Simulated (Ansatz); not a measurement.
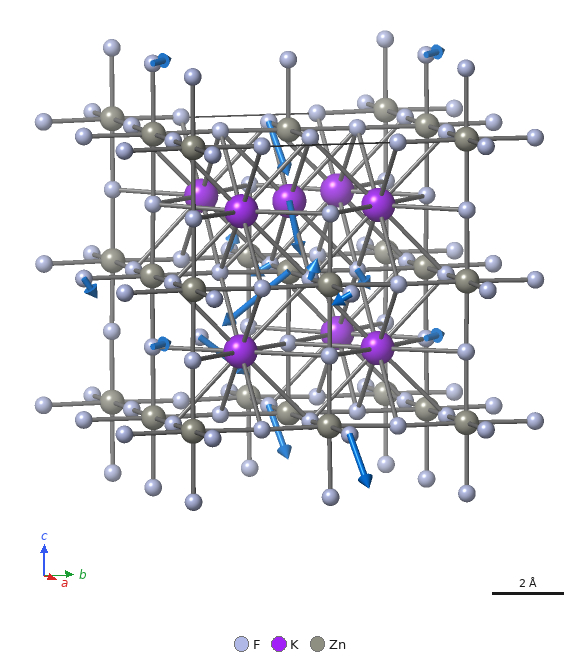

This is a relaxation of a defect cell of composition F24K8Zn8. The starting structure is drawn; blue arrows show the displacements, at their true length.

The picture is a ball-and-stick view of the cell of the calculation (origin shifted), seen slightly off an axis.

These are results of DFT, PBEsol, PAW, plane waves in Ansatz 0.2.0, not measurements. Settings: plane-wave cutoff 420 eV; k-point mesh 1 × 1 × 1; mesh shifted by (0.25, 0.25, 0.25); no spin polarisation; atoms relaxed in a fixed cell; force threshold 0.03 eV/Å; at most 80 steps.

### What did the optimiser do to the structure, and how much energy did it gain?

The largest move is that of a Zn atom, 2.63 Å roughly along [−1 −1 −1]. Largest moves by element: Zn 2.63 Å, F 1.90 Å, K 1.61 Å. The lattice vectors keep their values. Among the contacts that change: F–Zn 4.515 → 1.902 Å, F–Zn 2.053 → 4.566 Å, F–Zn 2.033 → 4.358 Å, K–Zn 2.037 → 3.852 Å. New bonds form: F–K (4.06 → 2.51 Å), F–K (4.06 → 3.07 Å), F–K (4.08 → 2.92 Å), F–Zn (3.48 → 2.14 Å). Bonds break: F–K (2.85 → 3.80 Å), F–K (2.86 → 3.80 Å), F–K (2.86 → 4.24 Å), F–K (2.86 → 4.46 Å). Bond angles that change, for instance: Zn–F–Zn 179.3° → 99.4°, F–K–F 179.1° → 104.4°, K–F–Zn 89.7° → 163.2°. After 28 accepted moves (29 points after the start) the energy has fallen by 11.596 eV per cell of the calculation. Largest force component: 8.7 eV/Å at the start, 0.011 eV/Å at the end. The line search rejected the trial step at point 14 of the run. The run took 76 s on 8 threads of Intel(R) Xeon(R) Platinum 8488C, peak memory 1.1 GiB.

Limits of the set-up: the periodic images lie only 8.1 Å apart, so the values are limited by the cell's size.
